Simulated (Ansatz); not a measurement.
# Geometry relaxation, with input and output: TiAl3

System: TiAl3 (Pmm2, 4 atoms in the cell).
Method: DFT PBE, scalar-relativistic, plane waves, PAW, no spin polarisation (Ansatz 0.2.0).

The structure derives from a Materials Project entry. It belongs to a series of runs on one base structure; here: relaxed functional: PBE. Figures and captions count atoms from 1; the log counts them from 0 in places.

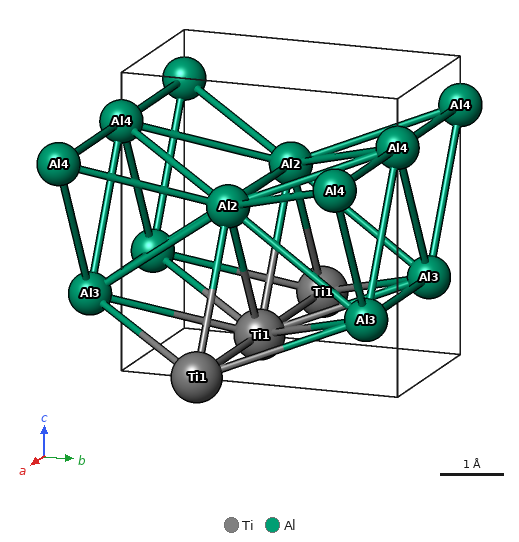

*The input geometry (ball-and-stick view of the cell of the calculation, repeated 2 × 1 × 1, seen slightly off an axis; atoms are numbered from 1 in the order of the input). An atom can appear more than once, as a periodic image.*

Near neighbours in the periodic cell (some may lie outside the picture): Ti has 10 Al at 2.83 to 2.85 Å and 2 Ti at 2.84 Å; Al has 8 Al at 2.81 to 2.86 Å and 4 Ti at 2.83 to 2.85 Å; Al has 10 Al at 2.81 to 2.86 Å and 2 Ti at 2.85 Å.

## Results in brief

| quantity | value |
| --- | --- |
| outcome | converged |
| space group (tolerance 0.01 Å) | Pmm2 (25) |
| electrons treated | 21 |
| free energy | −4113.1469 eV |
| Fermi energy | 9.337 eV |
| gap on the k-point mesh | none (metallic) |
| pressure | −0.01 GPa |
| final volume | 65.13 Å³ |
| largest force (length of the vector) at the end | 0.006 eV/Å |
| final cell | a = 2.804 Å, b = 4.712 Å, c = 4.930 Å, α = 90.00°, β = 90.00°, γ = 90.00° |
| hardware | 1 thread of Intel Xeon @ 2.50GHz (Skylake/Cascade Lake), 189 GiB of memory available, shared host |
| wall time | 3.9 min |
| peak memory | 0.64 GiB |

## The input
```yaml
crystal:
  lattice:
    - [2.839677, 0.0, 0.0]
    - [0.0, 4.681264, 0.0]
    - [0.0, 0.0, 4.900742]
  atoms:
    - { symbol: Ti, position: [0.0, 0.5, 0.165916] }
    - { symbol: Al, position: [0.5, 0.5, 0.667271] }
    - { symbol: Al, position: [0.5, 0.0, 0.330912] }
    - { symbol: Al, position: [0.0, 0.0, 0.8359] }
basis:
  ecutwfc: 420
kpoints:
  mp_grid: { grid: [14, 10, 10] }
hamiltonian:
  xc: pbe
scf:
  occupations: { method: gaussian, width: 0.1 }
output:
  forces: true
  stress: true
  eigenvalues: true
relax:
  adjacent_minimum: "off"
  f_tol: 0.01
  max_steps: 60
  cell: { stress_tol: 0.05 }
```

Command:
```bash
ansatz run input.yaml --threads 1 --pin off --max-ram 2560MiB --backend cpu --events-out ev --progress --plain --runs-dir out
```

## What the program printed
```
Engine: ansatz 0.2.0, x86_64-unknown-linux-gnu
Pseudopotentials: kind: paw
Pseudopotential: Ti, paw, valence charge 12, recommended cutoff 420 eV (normal), Ti.paw.azcp
Pseudopotential: Al, paw, valence charge 3, recommended cutoff 420 eV (normal), Al.paw.azcp
Functional definition: PBE
  parameter kappa = 0.804
  parameter beta = 0.06672455060314922
  exchange = pbe_x(kappa = kappa, mu = beta*pi^2/3)
  correlation = pbe_c(beta = beta)
Crystal: 4 atoms, lattice volume = 65.147 Å³
Basis set: ecut = 420 eV, 1279 PW (Γ), exchange–correlation on 40×64×72 points (8 copies of the dense FFT grid, shifted against one another)
Bands: 15, of which v1, the nominal top of the filled ones, is band 11 counted from 1 (10 counted from 0)
Symmetry: 4 space group operations
Space group: Pmm2 (ITA 25), of the structure as read, at distance tolerance 4.0e-5 Å
k-points: 288 of 1400 (time reversal used)
Non-local potential: Ti, projectors of the file, l = 0: 3, l = 1: 2, l = 2: 3, l = 3: 1
Non-local potential: Al, projectors of the file, l = 0: 2, l = 1: 2, l = 2: 1
PAW form: soft (Blöchl's): semilocal exchange-correlation on the pseudo side does not see the compensation charge
PAW one-centre angular grid: Ti, 590 points (default); XC on 64 Gauss nodes
PAW one-centre angular grid: Al, 110 points (default); XC on 64 Gauss nodes
Initial density: superposition of atomic densities (neutral atoms: chi_scale 0, normalization atom), corrected by the library's trained network
Initial wavefunctions: pseudopotential atomic-orbital guess
Functional: x = pbe(κ = 0.804, μ = 0.2195149727645171), c = pbe(β = 0.06672455060314922)
SCF iter   1: F=—  HF=-4113.143822 eV  |F-HF|=—  |Δ(HF+E_count)|=         —  Δρ=3.09e-3  dr2=1.18e-2  ethr=1.77e-3  ⟨swp⟩=5.7  Hψ=25217  notcnv=0
preconditioner: auto → Kerker (q_TF=auto, 2.259 Å⁻¹)  [metal: Δε(μ)=0.001 eV  Ē_g=5.272 eV  σ=0.100 eV  W_gap=0.01  n_scr=10 (ndim 8)  ℏωp=16.6 eV  f_vac=0.000  D(μ)=2.80/eV (n_scr^D=22)]
SCF iter   2: F=—  HF=-4113.142015 eV  |F-HF|=—  |Δ(HF+E_count)|=   1.81e-3  Δρ=1.80e-3  dr2=4.35e-3  ethr=5.64e-5  ⟨swp⟩=1.0  Hψ=6624  notcnv=0
SCF iter   3: F=—  HF=-4113.141097 eV  |F-HF|=—  |Δ(HF+E_count)|=   9.19e-4  Δρ=2.18e-4  dr2=5.09e-5  ethr=2.07e-5  ⟨swp⟩=2.1  Hψ=5716  notcnv=0
SCF iter   4: F=—  HF=-4113.141217 eV  |F-HF|=—  |Δ(HF+E_count)|=   1.21e-4  Δρ=5.74e-5  dr2=2.71e-6  ethr=2.42e-7  ⟨swp⟩=2.3  Hψ=5927  notcnv=0
SCF iter   5: F=—  HF=-4113.141217 eV  |F-HF|=—  |Δ(HF+E_count)|=   7.56e-7  Δρ=1.39e-5  dr2=1.81e-7  ethr=1.29e-8  ⟨swp⟩=2.5  Hψ=6465  notcnv=0
SCF iter   6: F=-4113.141216 eV  HF=-4113.141216 eV  |F-HF|=8.39e-9  |Δ(HF+E_count)|=   4.59e-8  Δρ=3.63e-6  dr2=1.01e-8  ethr=4.76e-10  ⟨swp⟩=5.1  Hψ=17091  notcnv=0
SCF 1 converged in 6 iterations: F = -4113.141216 eV  dr2 = 1.01e-8
  greatest PAW one-centre occupation: 0.999 electrons in one spin orbital (limit 2), on the Ti atom at site 0 (counted from 0), in its partial waves of l = 0
relax step   1: F+E_penalty+E_count = -4113.14121646 eV  Δ(F+E_penalty+E_count) = +0.000e0 eV  max|allowed force component| = 4.509e-2 eV/Å  Δτ_max = 0.0000 Å  P = -0.046 GPa  Ω = 65.147 Å³  (6 SCF iters, dr2 threshold 1.00e-7 eV, accepted)
Crystal: 4 atoms, lattice volume = 65.106 Å³
Basis set: ecut = 420 eV, 1271 PW (Γ), exchange–correlation on 40×64×72 points (8 copies of the dense FFT grid, shifted against one another)
Initial density: handed on by an earlier stage of this run
Initial wavefunctions: those handed on with the density
iter 1 solved again at ethr=5.00e-6 eV; its pass at ethr=3.10e-3 eV (dr2=1.05e-3 eV) is discarded
SCF iter   1: F=—  HF=-4113.146766 eV  |F-HF|=—  |Δ(HF+E_count)|=         —  Δρ=1.29e-3  dr2=1.07e-3  ethr=5.00e-6  ⟨swp⟩=1.8  Hψ=27543  notcnv=0
preconditioner: auto → Kerker (q_TF=auto, 2.259 Å⁻¹)  [metal: Δε(μ)=0.005 eV  Ē_g=5.276 eV  σ=0.100 eV  W_gap=0.03  n_scr=10 (ndim 8)  ℏωp=16.6 eV  f_vac=0.000  D(μ)=2.60/eV (n_scr^D=22)]
SCF iter   2: F=—  HF=-4113.146603 eV  |F-HF|=—  |Δ(HF+E_count)|=   1.63e-4  Δρ=7.42e-4  dr2=3.82e-4  ethr=5.00e-6  ⟨swp⟩=1.0  Hψ=4320  notcnv=0
SCF iter   3: F=—  HF=-4113.146638 eV  |F-HF|=—  |Δ(HF+E_count)|=   3.57e-5  Δρ=8.05e-5  dr2=5.16e-6  ethr=1.82e-6  ⟨swp⟩=2.3  Hψ=6127  notcnv=0
iter 4 did not close the SCF: its close was put off for the readings that it lacked (scf_convergence_deferred on its scf_iter line)
SCF iter   4: F=-4113.146637 eV  HF=-4113.146637 eV  |F-HF|=3.92e-8  |Δ(HF+E_count)|=   1.42e-6  Δρ=2.01e-5  dr2=1.66e-7  ethr=2.46e-8  ⟨swp⟩=2.3  Hψ=6127  notcnv=0
iter 5 did not close the SCF: its close was put off for the readings that it lacked (scf_convergence_deferred on its scf_iter line)
SCF iter   5: F=-4113.146637 eV  HF=-4113.146637 eV  |F-HF|=2.57e-9  |Δ(HF+E_count)|=   1.07e-8  Δρ=2.48e-6  dr2=4.33e-9  ethr=7.92e-10  ⟨swp⟩=2.3  Hψ=6396  notcnv=0
SCF iter   6: F=-4113.146637 eV  HF=-4113.146637 eV  |F-HF|=1.04e-10  |Δ(HF+E_count)|=  7.69e-10  Δρ=6.40e-7  dr2=2.12e-10  ethr=2.06e-11  ⟨swp⟩=1.4  Hψ=12481  notcnv=0
the search or the solves at the SCF's close seem to have found levels that the self-consistency loop had missed (the run counts 1). By its estimate they hold under 1e-12 electrons; where the run keeps them, the occupations were computed again with them
SCF 2 converged in 6 iterations: F = -4113.146637 eV  dr2 = 2.12e-10
relax step   2: F+E_penalty+E_count = -4113.14663686 eV  Δ(F+E_penalty+E_count) = -5.420e-3 eV  max|allowed force component| = 3.949e-2 eV/Å  Δτ_max = 0.0154 Å  P = +0.019 GPa  Ω = 65.106 Å³  energy of the carried Pulay correction = +1.448e-5 eV  (6 SCF iters, dr2 threshold 4.00e-7 eV, accepted)
Crystal: 4 atoms, lattice volume = 65.135 Å³
iter 1 solved again at ethr=1.83e-6 eV; its pass at ethr=3.10e-3 eV (dr2=3.84e-4 eV) is discarded
SCF iter   1: F=—  HF=-4113.146879 eV  |F-HF|=—  |Δ(HF+E_count)|=         —  Δρ=4.82e-4  dr2=3.88e-4  ethr=1.83e-6  ⟨swp⟩=2.4  Hψ=25290  notcnv=0
preconditioner: auto → Kerker (q_TF=auto, 2.259 Å⁻¹)  [metal: Δε(μ)=0.004 eV  Ē_g=5.274 eV  σ=0.100 eV  W_gap=0.02  n_scr=10 (ndim 8)  ℏωp=16.6 eV  f_vac=0.000  D(μ)=2.56/eV (n_scr^D=20)]
SCF iter   2: F=—  HF=-4113.146823 eV  |F-HF|=—  |Δ(HF+E_count)|=   5.66e-5  Δρ=2.65e-4  dr2=1.23e-4  ethr=1.83e-6  ⟨swp⟩=1.0  Hψ=4322  notcnv=0
SCF iter   3: F=—  HF=-4113.146791 eV  |F-HF|=—  |Δ(HF+E_count)|=   3.12e-5  Δρ=3.23e-5  dr2=1.44e-6  ethr=5.87e-7  ⟨swp⟩=2.2  Hψ=5760  notcnv=0
SCF iter   4: F=—  HF=-4113.146909 eV  |F-HF|=—  |Δ(HF+E_count)|=   1.18e-4  Δρ=9.09e-6  dr2=5.22e-8  ethr=4.64e-10  ⟨swp⟩=3.1  Hψ=16393  notcnv=0
iter 5 did not close the SCF: its close was put off for the readings that it lacked (scf_convergence_deferred on its scf_iter line)
SCF iter   5: F=-4113.146909 eV  HF=-4113.146909 eV  |F-HF|=4.78e-10  |Δ(HF+E_count)|=   3.40e-9  Δρ=1.50e-6  dr2=1.52e-9  ethr=2.49e-10  ⟨swp⟩=2.2  Hψ=5625  notcnv=0
SCF iter   6: F=-4113.146909 eV  HF=-4113.146909 eV  |F-HF|=2.27e-11  |Δ(HF+E_count)|=  1.86e-10  Δρ=2.24e-7  dr2=3.97e-11  ethr=7.26e-12  ⟨swp⟩=1.3  Hψ=12050  notcnv=0
SCF 3 converged in 6 iterations: F = -4113.146909 eV  dr2 = 3.97e-11
relax step   3: F+E_penalty+E_count = -4113.14690920 eV  Δ(F+E_penalty+E_count) = -2.723e-4 eV  max|allowed force component| = 6.361e-3 eV/Å  Δτ_max = 0.0050 Å  P = -0.014 GPa  Ω = 65.135 Å³  energy of the carried Pulay correction = +4.235e-6 eV  (6 SCF iters, dr2 threshold 9.75e-8 eV, accepted)
Initial wavefunctions: pseudopotential atomic-orbital guess (no wavefunctions were taken with the density)
iter 1 solved again at ethr=6.96e-8 eV; its pass at ethr=3.10e-3 eV (dr2=1.46e-5 eV) is discarded
SCF iter   1: F=—  HF=-4113.146806 eV  |F-HF|=—  |Δ(HF+E_count)|=         —  Δρ=6.44e-5  dr2=7.09e-8  ethr=6.96e-8  ⟨swp⟩=2.6  Hψ=35593  notcnv=0
preconditioner: auto → Kerker (q_TF=auto, 2.259 Å⁻¹)  [metal: Δε(μ)=0.007 eV  Ē_g=5.275 eV  σ=0.100 eV  W_gap=0.04  n_scr=10 (ndim 8)  ℏωp=16.6 eV  f_vac=0.000  D(μ)=2.56/eV (n_scr^D=22)]
SCF iter   2: F=—  HF=-4113.146930 eV  |F-HF|=—  |Δ(HF+E_count)|=   1.24e-4  Δρ=3.26e-5  dr2=1.78e-8  ethr=3.38e-10  ⟨swp⟩=2.0  Hψ=6285  notcnv=0
SCF iter   3: F=—  HF=-4113.146932 eV  |F-HF|=—  |Δ(HF+E_count)|=   1.35e-6  Δρ=4.06e-6  dr2=4.84e-10  ethr=8.50e-11  ⟨swp⟩=1.8  Hψ=5903  notcnv=0
iter 4 did not close the SCF: its close was put off for the readings that it lacked (scf_convergence_deferred on its scf_iter line)
SCF iter   4: F=-4113.146932 eV  HF=-4113.146932 eV  |F-HF|=1.18e-11  |Δ(HF+E_count)|=   2.06e-8  Δρ=2.75e-7  dr2=2.85e-11  ethr=2.31e-12  ⟨swp⟩=2.3  Hψ=6216  notcnv=0
iter 5 did not close the SCF: its close was put off for the readings that it lacked (scf_convergence_deferred on its scf_iter line)
SCF iter   5: F=-4113.146932 eV  HF=-4113.146932 eV  |F-HF|=0.00e0  |Δ(HF+E_count)|=  1.82e-11  Δρ=9.12e-8  dr2=4.39e-12  ethr=1.00e-12  ⟨swp⟩=1.0  Hψ=4320  notcnv=0
iter 6 did not close the SCF: its close was put off for the readings that it lacked (scf_convergence_deferred on its scf_iter line)
SCF iter   6: F=-4113.146932 eV  HF=-4113.146932 eV  |F-HF|=9.09e-13  |Δ(HF+E_count)|=  9.09e-13  Δρ=1.82e-8  dr2=2.04e-13  ethr=1.00e-12  ⟨swp⟩=1.0  Hψ=4320  notcnv=0
iter 7 did not close the SCF: its close was put off for the readings that it lacked (scf_convergence_deferred on its scf_iter line)
SCF iter   7: F=-4113.146932 eV  HF=-4113.146932 eV  |F-HF|=9.09e-13  |Δ(HF+E_count)|=    0.00e0  Δρ=6.61e-9  dr2=2.80e-14  ethr=1.00e-12  ⟨swp⟩=1.0  Hψ=4320  notcnv=0
SCF iter   8: F=-4113.146932 eV  HF=-4113.146932 eV  |F-HF|=0.00e0  |Δ(HF+E_count)|=    0.00e0  Δρ=2.93e-9  dr2=4.46e-15  ethr=1.00e-12  ⟨swp⟩=1.0  Hψ=9792  notcnv=0
SCF 4 converged in 8 iterations: F = -4113.146932 eV  dr2 = 4.46e-15
relax step   4: F+E_penalty+E_count = -4113.14693161 eV  Δ(F+E_penalty+E_count) = -2.241e-5 eV  max|allowed force component| = 6.387e-3 eV/Å  Δτ_max = 0.0000 Å  P = -0.013 GPa  Ω = 65.135 Å³  stress off target by 2.58e-2 GPa  SCF on the basis re-selected at this cell (its energy is not comparable with the rows above)  (8 SCF iters)
```

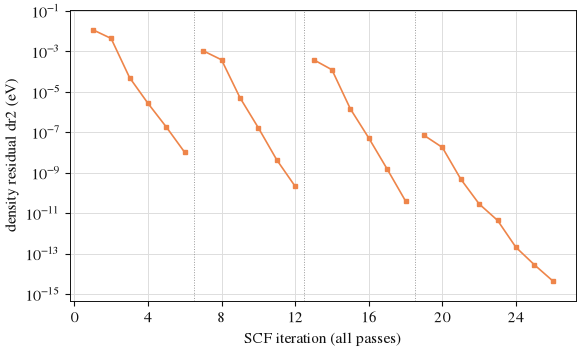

*Convergence of the self-consistent field: density residual dr2 against the SCF iteration. The dotted lines part the SCF passes of the relaxation: geometry steps, rejected trials and re-solves on a re-selected basis.*

The passes take 6, 6, 6 and 8 iterations.

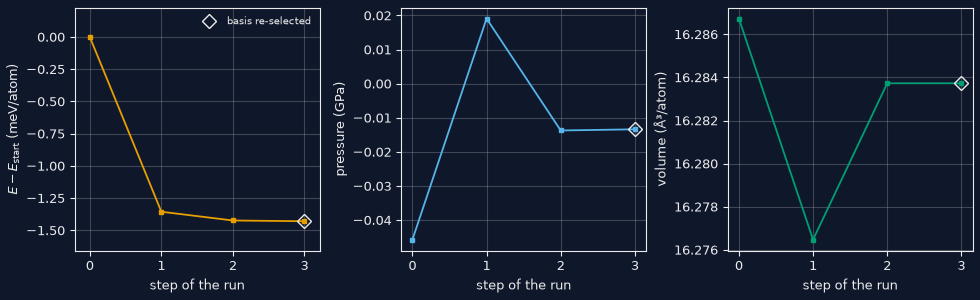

*Progress of the relaxation, step by step (the first geometry is step 0 here and step 1 in the log).*

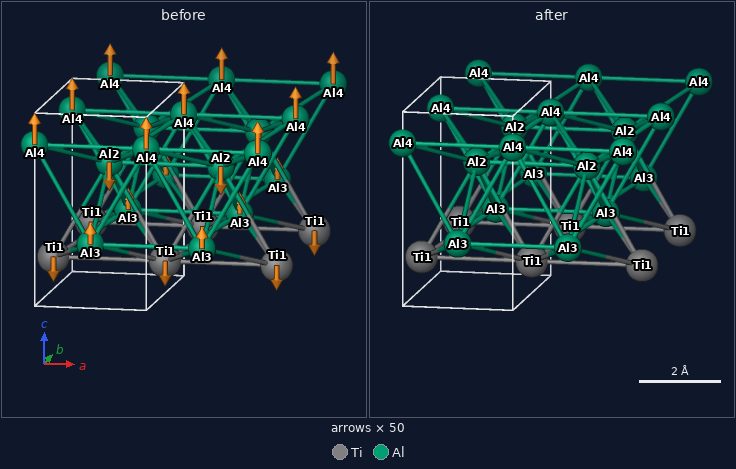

*Before (left) and after (right) the relaxation, at one scale (ball-and-stick view of the cell of the calculation, repeated 2 × 2 × 1, seen slightly off an axis). The orange arrows give the displacements (without the part carried along by the change of the cell), magnified 50 times.*

The energy falls by 1.4 meV per atom in 2 geometry steps. Largest force component: 0.045 eV/Å at the start, 0.0064 eV/Å at the end. The pressure goes from −0.05 to −0.01 GPa. The atom that moves furthest relative to the cell is Al4 (0.017 Å). By element the largest moves are Al 0.017 Å, Ti 0.013 Å. The drawn cell changes at constant volume: a 2.840 → 2.804 Å (−1.2 %), b 4.681 → 4.712 Å (+0.6 %), c 4.901 → 4.930 Å (+0.6 %). Distances before and after: Al2–Al2 2.840 → 2.804 Å, Ti1–Ti1 2.840 → 2.804 Å, Ti1–Al3 2.855 → 2.867 Å, Al3–Al4 2.853 → 2.862 Å. The space group stays Pmm2 (No. 25). A last SCF at the same geometry on a re-selected plane-wave basis shifts the energy by next to nothing (0.0 meV per atom). (Atoms are counted from 1 in the order of the input.)

```
basis re-selected at this cell: Δ(F+E_penalty+E_count) = -2.241e-5 eV, ΔP = +0.000 GPa vs the last step (what re-selecting the basis moved, of the pressure what is left beyond the Pulay correction that the steps carried, after the strain that the cell walked since its last selection, with what the two solves' SCF thresholds leave and, on support functions, any second-order correction that the steps lacked; it is no measure of the basis error at this ecutwfc). This SCF's stress stands 2.58e-2 GPa from its target on what of the cell is left free (relax.cell.stress_tol is 5.00e-2 GPa) and its largest allowed force component is 6.39e-3 eV/Å (relax.f_tol is 1.00e-2 eV/Å): within both
SCF converged after 8 iterations
Free energy (F): -4113.146932 eV
Harris-Foulkes:  -4113.146932 eV  (|F-HF|=0.00e0)
Internal energy: -4113.134110 eV  (E = F + TS)
E sigma→0 (E₀):  -4113.140521 eV
Entropy (-TS):   -0.012821 eV (-3.205 meV/atom)
Fermi energy:    9.337415 eV
--- Per-component energies (eV) ---
  E_band       = -157.293945
  E_kinetic    = 342.089982
  E_local      = -1297.792887  (includes V_loc(G=0)·N_el)
  E_nonlocal   = 39.905441
  E_hartree    = 575.421620
  E_xc         = -217.314204
  E_vxc        = -209.669212  (∫ρ·V_xc dr)
  E_paw        = -2450.292814  (= ΣΔE_a)
  E_vpaw       = -182.670628  (= ΣTr[D̂ρ^β])
  E_aug_tail   = 0.000116  (compensation charges beyond the density's cutoff)
  E_ewald      = -1105.151365
  E_smearing   = -0.012821  (= −TS)
  E_closure    = -0.000000  (closes the sum)
  Σ components = -4113.146932   (vs F -4113.146932, Δ=0.00e0)
--- Forces (eV/Å), atoms counted from 1 ---
  atom   1  Ti     0.00000000     0.00000000    -0.00379659
  atom   2  Al     0.00000000     0.00000000     0.00427382
  atom   3  Al     0.00000000     0.00000000     0.00591031
  atom   4  Al     0.00000000     0.00000000    -0.00638737
  max |Σ_I F_I| component: 1.66e-7 eV/Å
--- Stress (GPa, compression-positive) ---
       -0.006776       0.000000       0.000000
        0.000000      -0.007506       0.000000
        0.000000       0.000000      -0.025821
  P = ⅓ Tr σ = -0.0134 GPa (-0.134 kbar)
--- Band table (eV; the first three rows and the last of 288) ---
  k-point 0: bands = ["-47.1344", "-23.4656", "-23.4647", "-23.0762", "-0.7767", "4.2045", "5.4480", "5.8158", "6.6495", "8.5274", "8.9148", "11.7914", "11.8595", "11.9154", "12.0437"]
  k-point 1: bands = ["-47.1344", "-23.4656", "-23.4649", "-23.0762", "-0.7166", "3.8151", "5.5495", "5.8252", "7.0375", "8.4974", "8.8702", "11.5410", "11.7824", "11.8606", "11.9810"]
  k-point 2: bands = ["-47.1344", "-23.4656", "-23.4654", "-23.0762", "-0.5388", "3.0697", "5.7744", "5.8503", "7.7893", "8.4187", "8.7150", "11.1770", "11.7592", "11.8428", "11.8633"]
  k-point 287: bands = ["-47.0728", "-23.5654", "-23.4088", "-23.4055", "5.6102", "5.7140", "5.9487", "6.1733", "6.6220", "6.6462", "8.6619", "9.1764", "10.4037", "11.4232", "11.6705"]
--- Relaxed structure (3 steps of the walk, 3 accepted, 1 SCFs on fresh bases) ---
  F+E_penalty+E_count = -4113.14693161 eV   max|allowed force component| = 6.387e-3 eV/Å   (the final SCF, on the basis selected at the relaxed cell)
  cell:  # Å, volume = 65.1349 Å³
    - [2.8043059814015288, 0.0, 0.0]
    - [0.0, 4.711546669906533, 0.0]
    - [0.0, 0.0, 4.929750426396046]
  atoms:
    - { symbol: Ti, position: [0.0, 0.5, 0.16326327681535957] }
    - { symbol: Al, position: [0.5, 0.5, 0.664263285784594] }
    - { symbol: Al, position: [0.5, 0.0, 0.3332144752093011] }
    - { symbol: Al, position: [0.0, 0.0, 0.8392579621907451] }
```

## Trajectory as extended XYZ (Å, eV, eV/Å), 4 frames, from step=1 to step=4
```
4
Lattice="2.8397 0.0000 0.0000 0.0000 4.6813 0.0000 0.0000 0.0000 4.9007" Properties=species:S:1:pos:R:3:forces:R:3 step=1 energy=-4113.14122 pressure_GPa=-0.05
Ti    0.0000    2.3406    0.8131    0.0000   0.0000  -0.0451
Al    1.4198    2.3406    3.2701    0.0000   0.0000  -0.0010
Al    1.4198    0.0000    1.6217    0.0000   0.0000   0.0327
Al    0.0000    0.0000    4.0965    0.0000   0.0000   0.0134
4
Lattice="2.8057 0.0000 0.0000 0.0000 4.7037 0.0000 0.0000 0.0000 4.9333" Properties=species:S:1:pos:R:3:forces:R:3 step=2 energy=-4113.14664 pressure_GPa=0.02
Ti    0.0000    2.3519    0.8030    0.0000   0.0000   0.0357
Al    1.4029    2.3519    3.2820    0.0000   0.0000  -0.0395
Al    1.4029    0.0000    1.6461    0.0000   0.0000  -0.0239
Al    0.0000    0.0000    4.1354    0.0000   0.0000   0.0277
4
Lattice="2.8043 0.0000 0.0000 0.0000 4.7115 0.0000 0.0000 0.0000 4.9298" Properties=species:S:1:pos:R:3:forces:R:3 step=3 energy=-4113.14691 pressure_GPa=-0.01
Ti    0.0000    2.3558    0.8048    0.0000   0.0000  -0.0038
Al    1.4022    2.3558    3.2747    0.0000   0.0000   0.0043
Al    1.4022    0.0000    1.6427    0.0000   0.0000   0.0059
Al    0.0000    0.0000    4.1373    0.0000   0.0000  -0.0064
4
Lattice="2.8043 0.0000 0.0000 0.0000 4.7115 0.0000 0.0000 0.0000 4.9298" Properties=species:S:1:pos:R:3:forces:R:3 step=4 energy=-4113.14693 pressure_GPa=-0.01
Ti    0.0000    2.3558    0.8048    0.0000   0.0000  -0.0038
Al    1.4022    2.3558    3.2747    0.0000   0.0000   0.0043
Al    1.4022    0.0000    1.6427    0.0000   0.0000   0.0059
Al    0.0000    0.0000    4.1373    0.0000   0.0000  -0.0064
```
